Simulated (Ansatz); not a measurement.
Take the following structure.

```
CELL_PARAMETERS angstrom
3.38962 0.00000 0.00000
0.00000 3.38962 0.00000
0.00000 0.00000 3.38962
ATOMIC_POSITIONS crystal
Sc 0.50000 0.50000 0.50000
Al 0.00000 0.00000 0.00000
```

> Before looking at a picture, describe the arrangement of atoms.

Its composition is ScAl. Space group Pm-3m (No. 221), lattice primitive cubic. Its structure type: caesium chloride (CsCl, B2) type. The cell comprises 1 formula unit: 1 Sc, 1 Al. Each Sc is bonded to eight Al in a cubic arrangement at 2.94 Å. About every Al there are eight Sc in a cubic arrangement at 2.94 Å. The bonds build a three-dimensional framework.

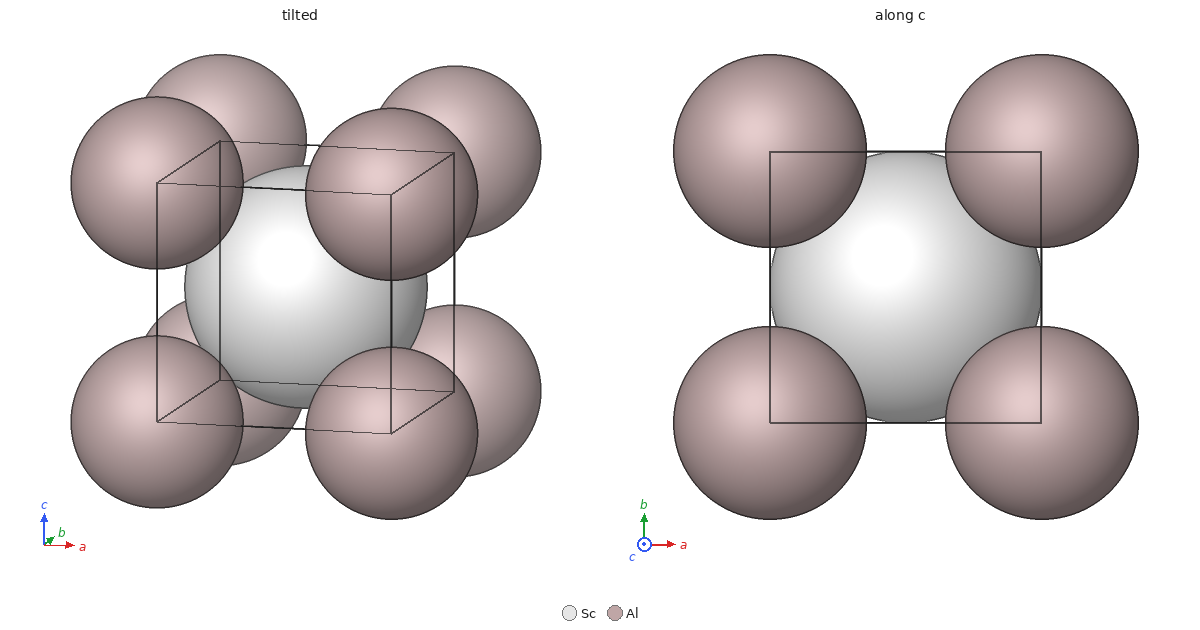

This space-filling model is shown slightly off an axis and along the c axis. The conventional unit cell is drawn as a box.

The model was built from a structure listed in the Materials Project. It was relaxed with Ansatz, DFT PBEsol, scalar-relativistic, plane waves, PAW under a constraint or pressure on the cell, so some stress remains.
